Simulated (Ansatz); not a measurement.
A structure file:

```
Pt
1.0
     2.67434    0.00000    0.00000
    -1.33717    2.31604    0.00000
     0.00000    0.00000    5.10651
Pt
2
Direct
  0.66667 0.33333 0.75000
  0.33333 0.66667 0.25000
```

What would you see if this were drawn?

The element is platinum. It is primitive hexagonal, space group P6_3/mmc (No. 194). In terms of structure types, this is hexagonal close-packed (Mg type). The cell holds two atoms. Neighbours within bonding distance: Pt 12.

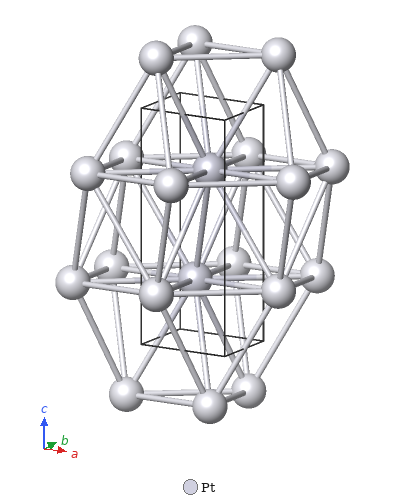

The image is a ball-and-stick drawing of a crystal, viewed slightly off an axis. Atoms at the boundary of the conventional unit cell (the box) are drawn once for each face, edge or corner they touch. Periodic images bonded to atoms of the box are shown as well, in fainter colours. Colours: platinum light grey.

The initial geometry was a structure listed in the Materials Project. The cell was then strained or its atoms displaced on purpose. An electronic-structure calculation with Ansatz was run on it.

At this level of theory the cell isn't at rest (stretched, at -5 GPa), so its distances can differ from those at equilibrium, the more so the softer the solid.
